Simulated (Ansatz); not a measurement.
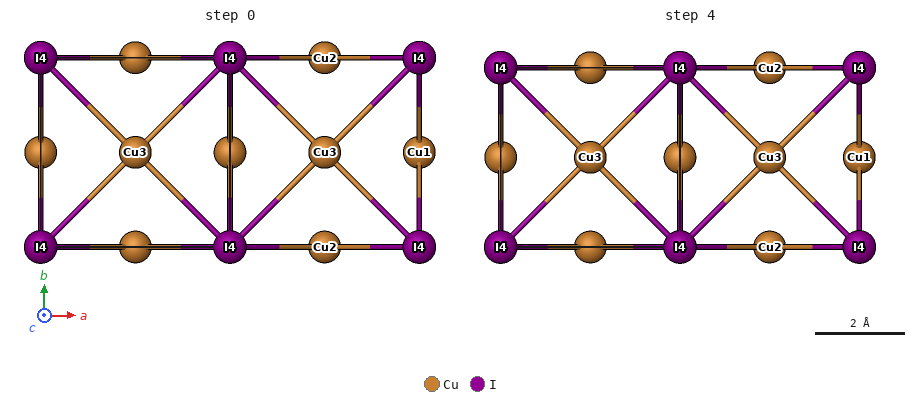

The structure of a crystal of Cu3I (built on the Cu3Au (L1_2)_221 type) (coarse preliminary run) before (left) and after (right) a relaxation, at one scale.

A ball-and-stick model of the cell of the calculation, repeated 2 × 1 × 1 with one cell outlined, seen along the c axis.

Case: Cu3Au (L1_2) type (Pm-3m, No. 221).

Theory: DFT PBE, scalar-relativistic, plane waves, PAW (Ansatz 0.2.0). (plane-wave cutoff 420 eV; k-point mesh 4 × 4 × 4; occupations gaussian; smearing width 0.1 eV; no spin polarisation; cell and atoms relaxed; force threshold 0.04 eV/Å; at most 70 steps)

**What changed between the two?**

The energy falls by 0.348 eV per cell of the calculation in 3 accepted moves (4 points after the start). All forces vanish by symmetry, so only the cell relaxes. The pressure goes from −7.89 to 0.00 GPa. At 1 point the geometry stayed and the basis and grid were re-selected for the new cell (energy shift of 6.4 meV per cell of the calculation at most each time). No atom moves by more than 0.005 Å relative to the cell. The drawn cell changes as follows: a = b = c 4.291 → 4.064 Å (−5.3 %); the volume changes by −15.0 %. Among the contacts that change: Cu1–I4 3.034 → 2.874 Å. The space group stays Pm-3m (No. 221).
